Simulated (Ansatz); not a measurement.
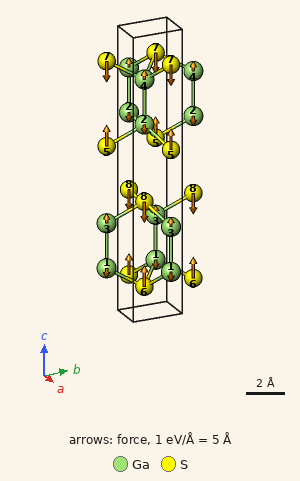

Starting geometry of crystalline GaS (built on the measured structure type) with the computed forces as orange arrows. A ball-and-stick model of the cell of the calculation, seen slightly off an axis.

These are results of DFT, r2SCAN+rVV10, plane waves, PAW in Ansatz 0.2.0, not measurements. (plane-wave cutoff 500 eV; k-point mesh 12 × 12 × 2; occupations fermi dirac; smearing width 0.02 eV; no spin polarisation; cell and atoms relaxed; force threshold 0.005 eV/Å)

**What follows when this structure is relaxed?**

It isn't relaxed: the largest force vector, on S atoms, is 0.24 eV/Å. The final displacements follow the starting forces only in part (cosine between the two patterns 0.70). The largest moves relative to the cell, 0.039 Å, are those of S5, S6, S7 and S8. S6 goes along +c. By element the largest moves are S 0.039 Å, Ga 0.014 Å. The drawn cell changes as follows: a = b 3.590 → 3.580 Å (−0.3 %), c 15.451 → 15.563 Å (+0.7 %); the volume changes by +0.1 %. Near-neighbour distances that change, for instance: Ga1–S6 2.341 → 2.328 Å, Ga1–Ga3 2.448 → 2.437 Å. The space group stays P6_3/mmc (No. 194). Over 3 accepted moves (4 points after the start) the energy falls by 1.8 meV per atom. The largest force component goes from 0.24 to 0.00042 eV/Å. Pressure: −1.00 GPa at the start and 0.00 GPa at the end. At 1 point the geometry stayed and the basis and grid were re-selected for the new cell (energy shift of less than 0.05 meV per atom at most each time). The run took 54 s on 4 threads of Arm Neoverse V1, on a shared host, peak memory 1.2 GiB.
